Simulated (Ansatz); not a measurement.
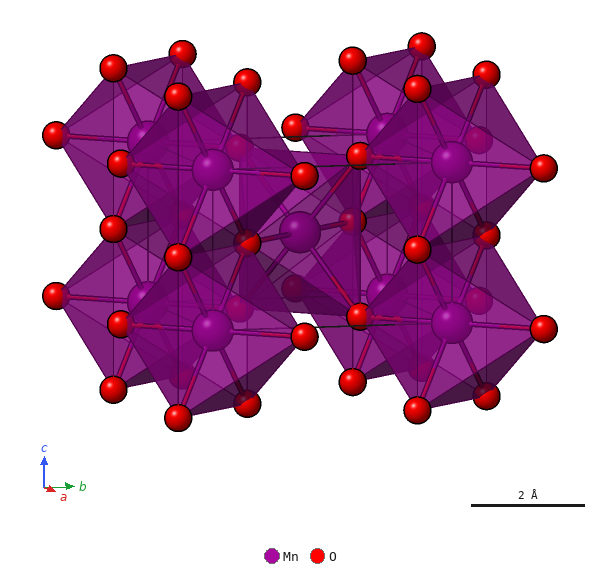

Figure 1. The structure as given in the input (polyhedral view of the cell of the calculation, seen slightly off an axis; polyhedra are completed across the faces of the cell).

Single-point calculation of MnO$_{2}$ (part 1 of 2)

System: MnO$_{2}$ (6 atoms in the cell).
Method: DFT PBEsol+U, scalar-relativistic, plane waves, PAW, Ueff = 4 eV on Mn atom 1 d; Ueff = 4 eV on Mn atom 2 d, spin-polarised (Ansatz 0.2.0).

The structure derives from an entry of the Crystallography Open Database. It belongs to a series of runs on one base structure; here: antiferromagnetic start, free. Figures and captions count atoms from 1; the log counts them from 0 in places.

**Log**
```
Mn: projections on atomic orbitals take those of the free atom [Ne] 3s2 3p6 3d5 4s2, of charge +0.00 (hamiltonian.pseudopotentials.projection_atoms); the dataset's partial waves leave at most 9.0e-7 of an orbital's norm unspanned inside its sphere
O: projections on atomic orbitals take those of the free atom [He] 2s2 2p4, of charge +0.00 (hamiltonian.pseudopotentials.projection_atoms); the dataset's partial waves leave at most 1.9e-8 of an orbital's norm unspanned inside its sphere
Engine: ansatz 0.2.0, x86_64-unknown-linux-gnu
Pseudopotentials: kind: paw
Pseudopotential: Mn, paw, valence charge 15, recommended cutoff 420 eV (normal), Mn.paw.azcp
Pseudopotential: O, paw, valence charge 6, recommended cutoff 420 eV (normal), O.paw.azcp
Functional definition: PBEsol
  exchange = pbesol_x
  correlation = pbesol_c
Crystal: 6 atoms, lattice volume = 55.482 Å³
Basis set: ecut = 420 eV, 1073 PW (Γ), exchange–correlation on 60×60×40 points (8 copies of the dense FFT grid, shifted against one another)
Bands: 36, of which v1, the nominal top of the filled ones, is band 27 counted from 1 (26 counted from 0)
Symmetry: 8 space group operations
Space group: Cmmm (ITA 65), of the structure as read, at distance tolerance 3.8e-5 Å
Magnetic group: BNS 136.498 (UNI 1158), of the structure as read, at distance tolerance 3.8e-5 Å
k-points: 28 of 112
Non-local potential: Mn, projectors of the file, l = 0: 3, l = 1: 2, l = 2: 3, l = 3: 1
Non-local potential: O, projectors of the file, l = 0: 2, l = 1: 2, l = 2: 1
PAW form: soft (Blöchl's): semilocal exchange-correlation on the pseudo side does not see the compensation charge
PAW frozen core: Mn, regenerated for the run's functional, and the local potential with it (the file was generated under x = pbe(κ = 0.804, μ = 0.2195149727645171), c = pbe(β = 0.06672455060314922))
PAW frozen core: O, regenerated for the run's functional, and the local potential with it (the file was generated under x = pbe(κ = 0.804, μ = 0.2195149727645171), c = pbe(β = 0.06672455060314922))
PAW one-centre angular grid: Mn, 590 points (default); XC on 64 Gauss nodes
PAW one-centre angular grid: O, 110 points (default); XC on 64 Gauss nodes
Initial density: superposition of atomic densities (chi_scale 0.1, normalization cell, long waves kept (reshape's long-wave potential 0.00 eV rms))
Starting moments: Σ|m| = 6 μB on 2 of 6 sites
Starting magnetic order: altermagnet, d-wave, planar spin-momentum locking; spin-degenerate planes through Γ normal to [0 1 0], [1 0 0] of the run's lattice
Initial wavefunctions: pseudopotential atomic-orbital guess
Functional: x = pbesol(κ = 0.804, μ = 0.12345679012345678), c = pbesol(β = 0.046)
SCF iter   1: F=—  HF=-9983.585732 eV  |F-HF|=—  |Δ(HF+E_count)|=         —  Δρ=1.87e-1 (↑1.87e-1 ↓1.87e-1)  dr2=4.94e1  dr2_m=6.08e0  M=-0.000 μB ∫|m|=2.803 μB  β_m=0.30  ethr=3.10e-3  ⟨swp⟩=5.2  Hψ=6868  notcnv=0  defer=16
preconditioner: auto → Kerker (q_TF=auto, 2.716 Å⁻¹)  [metal: Δε(μ)=0.024 eV  Ē_g=10.685 eV  σ=0.050 eV  W_gap=0.27  n_scr=18 (ndim 8)  ℏωp=30.7 eV  f_vac=0.000  D(μ)=5.99/eV (n_scr^D=72)]
spin=Collinear: Kerker preconditioning applied to the charge; magnetization (m = ρ↑ − ρ↓) channel mixes plain (no charge-response kernel on spin).
SCF iter   2: F=—  HF=-9983.256142 eV  |F-HF|=—  |Δ(HF+E_count)|=   3.30e-1  Δρ=9.77e-2 (↑9.77e-2 ↓9.77e-2)  dr2=1.37e1  dr2_m=6.05e-1  M=0.000 μB ∫|m|=5.180 μB  β_m=1.00  ethr=3.10e-3  ⟨swp⟩=3.0  Hψ=4762  notcnv=0  defer=108
preconditioner: auto → Resta (q_TF=auto, 2.716 Å⁻¹)  ε∞=7.6  [insulator: Δε(μ)=0.732 eV  Ē_g=11.952 eV  σ=0.050 eV  W_gap=1.00  n_scr=18 (ndim 8)  ℏωp=30.7 eV  f_vac=0.000  D(μ)=0.00/eV (n_scr^D=0)  ε∞_Penn≈7.6]
spin=Collinear: Resta preconditioning applied to the charge; magnetization (m = ρ↑ − ρ↓) channel mixes plain (no charge-response kernel on spin).
SCF iter   3: F=—  HF=-9981.893636 eV  |F-HF|=—  |Δ(HF+E_count)|=    1.36e0  Δρ=4.50e-2 (↑4.50e-2 ↓4.50e-2)  dr2=2.96e0  dr2_m=1.76e-2  M=-0.000 μB ∫|m|=5.068 μB  β_m=0.30  ethr=3.10e-3  ⟨swp⟩=3.0  Hψ=4446  notcnv=0  defer=110
SCF iter   4: F=—  HF=-9982.284719 eV  |F-HF|=—  |Δ(HF+E_count)|=   3.91e-1  Δρ=4.49e-2 (↑4.49e-2 ↓4.48e-2)  dr2=3.05e0  dr2_m=2.58e-1  M=0.000 μB ∫|m|=4.575 μB  β_m=0.30  ethr=3.10e-3  ⟨swp⟩=3.1  Hψ=4248  notcnv=0  defer=112
SCF iter   5: F=—  HF=-9982.151334 eV  |F-HF|=—  |Δ(HF+E_count)|=   1.33e-1  Δρ=1.50e-2 (↑1.50e-2 ↓1.50e-2)  dr2=4.22e-1  dr2_m=4.48e-3  M=-0.000 μB ∫|m|=4.973 μB  β_m=1.00  ethr=3.10e-3  ⟨swp⟩=2.5  Hψ=3420  notcnv=0  defer=110
SCF iter   6: F=—  HF=-9982.166890 eV  |F-HF|=—  |Δ(HF+E_count)|=   1.56e-2  Δρ=6.33e-3 (↑6.33e-3 ↓6.33e-3)  dr2=6.08e-2  dr2_m=3.64e-3  M=0.000 μB ∫|m|=4.929 μB  β_m=0.30  ethr=7.81e-4  ⟨swp⟩=2.0  Hψ=2454  notcnv=0  defer=110
SCF iter   7: F=—  HF=-9982.195678 eV  |F-HF|=—  |Δ(HF+E_count)|=   2.88e-2  Δρ=3.86e-3 (↑3.86e-3 ↓3.86e-3)  dr2=1.22e-3  dr2_m=6.84e-3  M=-0.000 μB ∫|m|=4.892 μB  β_m=0.30  ethr=1.13e-4  ⟨swp⟩=2.0  Hψ=2472  notcnv=0  defer=110
Mixer restart at iter 7: flushing history
spin-set hold released at iteration 7 (site moments contracting): the magnetisation degrees of freedom join the quasi-Newton model from the next iteration; the mixer history was flushed
SCF iter   8: F=—  HF=-9982.212996 eV  |F-HF|=—  |Δ(HF+E_count)|=   1.73e-2  Δρ=2.97e-3 (↑2.97e-3 ↓2.97e-3)  dr2=3.67e-4  dr2_m=4.22e-3  M=0.000 μB ∫|m|=4.895 μB  β_m=0.65  ethr=2.26e-6  ⟨swp⟩=2.0  Hψ=3874  notcnv=0  defer=110
SCF iter   9: F=—  HF=-9982.233490 eV  |F-HF|=—  |Δ(HF+E_count)|=   2.05e-2  Δρ=2.72e-3 (↑2.69e-3 ↓2.72e-3)  dr2=1.04e-2  dr2_m=1.08e-3  M=-0.000 μB ∫|m|=4.879 μB  β_m=0.65  ethr=6.80e-7  ⟨swp⟩=2.2  Hψ=3820  notcnv=0  defer=110
Mixer restart at iter 9: flushing history
SCF iter  10: F=—  HF=-9982.292098 eV  |F-HF|=—  |Δ(HF+E_count)|=         —  Δρ=2.50e-3 (↑2.48e-3 ↓2.50e-3)  dr2=1.03e-2  dr2_m=5.18e-4  M=-0.000 μB ∫|m|=4.884 μB  β_m=0.65  ethr=6.80e-7  ⟨swp⟩=1.0  Hψ=1928  notcnv=0  defer=110
SCF iter  11: F=—  HF=-9982.768153 eV  |F-HF|=—  |Δ(HF+E_count)|=   4.76e-1  Δρ=3.82e-3 (↑3.77e-3 ↓3.82e-3)  dr2=2.03e-3  dr2_m=5.09e-3  M=0.000 μB ∫|m|=4.941 μB  β_m=0.27  ethr=6.80e-7  ⟨swp⟩=3.0  Hψ=4565  notcnv=0  defer=110
SCF iter  12: F=—  HF=-9982.827311 eV  |F-HF|=—  |Δ(HF+E_count)|=   5.92e-2  Δρ=3.43e-3 (↑3.43e-3 ↓3.39e-3)  dr2=4.85e-3  dr2_m=3.48e-3  M=-0.000 μB ∫|m|=4.948 μB  β_m=0.67  ethr=6.80e-7  ⟨swp⟩=2.1  Hψ=3368  notcnv=0  defer=110
SCF iter  13: F=—  HF=-9982.887998 eV  |F-HF|=—  |Δ(HF+E_count)|=   6.07e-2  Δρ=5.76e-3 (↑5.49e-3 ↓5.76e-3)  dr2=4.57e-2  dr2_m=3.65e-3  M=0.000 μB ∫|m|=4.998 μB  β_m=0.63  ethr=6.80e-7  ⟨swp⟩=3.0  Hψ=4602  notcnv=0  defer=110
SCF iter  14: F=—  HF=-9982.885452 eV  |F-HF|=—  |Δ(HF+E_count)|=   2.55e-3  Δρ=7.13e-4 (↑7.13e-4 ↓6.97e-4)  dr2=4.60e-4  dr2_m=1.45e-4  M=-0.000 μB ∫|m|=4.989 μB  β_m=0.82  ethr=6.80e-7  ⟨swp⟩=2.7  Hψ=4203  notcnv=0  defer=110
SCF iter  15: F=—  HF=-9982.885490 eV  |F-HF|=—  |Δ(HF+E_count)|=   3.86e-5  Δρ=3.82e-4 (↑2.71e-4 ↓3.82e-4)  dr2=1.71e-4  dr2_m=1.73e-5  M=0.000 μB ∫|m|=4.988 μB  β_m=0.91  ethr=6.80e-7  ⟨swp⟩=1.1  Hψ=2009  notcnv=0  defer=110
SCF iter  16: F=—  HF=-9982.885508 eV  |F-HF|=—  |Δ(HF+E_count)|=   1.77e-5  Δρ=3.49e-4 (↑3.49e-4 ↓3.30e-4)  dr2=2.57e-4  dr2_m=3.60e-6  M=-0.000 μB ∫|m|=4.987 μB  β_m=0.60  ethr=3.16e-7  ⟨swp⟩=2.3  Hψ=3061  notcnv=0  defer=110
SCF iter  17: F=—  HF=-9982.885482 eV  |F-HF|=—  |Δ(HF+E_count)|=   2.56e-5  Δρ=5.77e-5 (↑5.77e-5 ↓5.12e-5)  dr2=3.70e-6  dr2_m=4.08e-7  M=0.000 μB ∫|m|=4.986 μB  β_m=0.80  ethr=3.16e-7  ⟨swp⟩=1.8  Hψ=2299  notcnv=0  defer=110
SCF iter  18: F=—  HF=-9982.885469 eV  |F-HF|=—  |Δ(HF+E_count)|=   1.35e-5  Δρ=1.39e-5 (↑1.34e-5 ↓1.39e-5)  dr2=2.74e-7  dr2_m=1.40e-8  M=0.000 μB ∫|m|=4.986 μB  β_m=0.90  ethr=6.85e-9  ⟨swp⟩=2.0  Hψ=2760  notcnv=0  defer=110
SCF iter  19: F=—  HF=-9982.885469 eV  |F-HF|=—  |Δ(HF+E_count)|=   3.75e-8  Δρ=8.11e-6 (↑8.11e-6 ↓7.25e-6)  dr2=1.06e-7  dr2_m=1.08e-9  M=-0.000 μB ∫|m|=4.986 μB  β_m=0.91  ethr=1.85e-10  ⟨swp⟩=13.1  Hψ=12932  notcnv=0
SCF iter  20: F=-9982.885469 eV  HF=-9982.885469 eV  |F-HF|=3.06e-8  |Δ(HF+E_count)|=   2.19e-9  Δρ=4.74e-6 (↑4.28e-6 ↓4.74e-6)  dr2=3.65e-8  dr2_m=2.11e-10  M=0.000 μB ∫|m|=4.986 μB  ethr=1.85e-10  ⟨swp⟩=7.2  Hψ=10317  notcnv=0
SCF 1 converged in 20 iterations: F = -9982.885469 eV  dr2 = 3.65e-8
  greatest PAW one-centre occupation: 1.000 electrons in one spin orbital (limit 2), on the Mn atom at site 0 (counted from 0), in its partial waves of l = 0
```

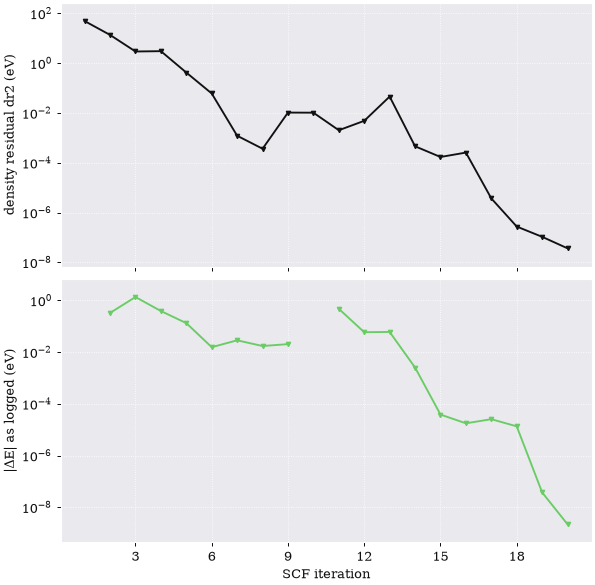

Figure 2. Convergence of the self-consistent field: density residual dr2 and size of the energy change against the SCF iteration. The residual falls unevenly and jumps up by a factor of two or more 3 times on the way down.

```
SCF converged after 20 iterations
Magnetization: 0.0000 μB (27.0000 up, 27.0000 down)
Absolute magnetization: 4.9815 μB (∫|ρ↑−ρ↓|, with the PAW one-centre terms)
Spin contamination: 2.7779 ħ² per cell (⟨S²⟩ above its minimum at these occupations)
Per-site moments (μB) at R_I (Å): [(1.986266794196597, 0.7744679606293791), (-1.9862635011640004, 0.7744679606293791), (-0.08330471826214111, 0.7744679606293791), (0.08330333334237536, 0.7744679606293791), (-0.0833047182621412, 0.7744679606293793), (0.08330333334237487, 0.7744679606293791)]
Free energy (F): -9982.885469 eV
Harris-Foulkes:  -9982.885469 eV  (|F-HF|=3.06e-8)
Internal energy: -9982.885469 eV  (E = F + TS)
E sigma→0 (E₀):  -9982.885469 eV
Fermi energy:    10.851417 eV
--- Per-component energies (eV) ---
  E_band       = -593.293087
  E_kinetic    = 1296.531901
  E_local      = -5434.099161  (includes V_loc(G=0)·N_el)
  E_nonlocal   = 666.096040
  E_hartree    = 2128.470842
  E_xc         = -515.653148
  E_vxc        = -662.277281  (∫ρ·V_xc dr)
  E_hubbard    = -2.140030  (on-site DFT+U / exact-exchange correction)
  E_vhub       = -4.280042  (the Hubbard potential's part of the band-sum identity)
  E_paw        = -3135.926023  (= ΣΔE_a)
  E_vpaw       = -712.221754  (= ΣTr[D̂ρ^β])
  E_aug_tail   = 0.009793  (compensation charges beyond the density's cutoff)
  E_ewald      = -4986.656134
  E_core_change = 0.480452  (= ΣΔE_core)
  E_smearing   = -0.000000  (= −TS)
  E_closure    = 0.000000  (closes the sum)
  Σ components = -9982.885469   (vs F -9982.885469, Δ=0.00e0)
DFT+U double counting: amf (around mean field; hamiltonian.hubbard.double_counting)
--- Specified on-site occupations, and those of the state reported ---
  electrons in the specified blocks: 6.1000 specified, 10.1720 found
  site 1 (l=d) ↑: largest change of an orbital's occupation 0.3955; electrons 0.1000 specified, 1.4251 found; spectral distance 0.6448
  site 0 (l=d) ↓: largest change of an orbital's occupation 0.3955; electrons 0.1000 specified, 1.4251 found; spectral distance 0.6448
  site 1 (l=d) ↓: largest change of an orbital's occupation 0.3405; electrons 2.9500 specified, 3.6609 found; spectral distance 0.4765
  site 0 (l=d) ↑: largest change of an orbital's occupation 0.3405; electrons 2.9500 specified, 3.6609 found; spectral distance 0.4765
--- Forces (eV/Å), atoms counted from 1 ---
  atom   1  Mn    -0.00000000    -0.00000000     0.00000000
  atom   2  Mn     0.00000000     0.00000000     0.00000000
  atom   3  O      0.28970726     0.28970726     0.00000000
  atom   4  O     -0.28974039     0.28974039     0.00000000
  atom   5  O     -0.28970726    -0.28970726     0.00000000
  atom   6  O      0.28974039    -0.28974039     0.00000000
  max |Σ_I F_I| component: 5.55e-17 eV/Å
--- Stress (GPa, compression-positive) ---
       -5.075969       0.000591       0.000000
        0.000591      -5.075969       0.000000
        0.000000       0.000000      -7.845678
  P = ⅓ Tr σ = -5.9992 GPa (-59.992 kbar)
--- Band table (eV; the first three rows and the last of 56) ---
  k-point 0 ↑: bands = ["-70.8571", "-68.3214", "-39.7627", "-39.6406", "-39.5450", "-37.2317", "-37.1591", "-37.1458", "-9.0523", "-7.0519", "-6.8467", "-6.6880", "2.7047", "3.9801", "4.0586", "5.1786", "5.7387", "6.7889", "6.8493", "7.3393", "7.4921", "7.5326", "8.4964", "9.2341", "9.7186", "9.7873", "10.3883", "11.1929", "11.2214", "11.9509", "12.4910", "14.0330", "14.4476", "15.3697", "18.5209", "21.6363"]
```
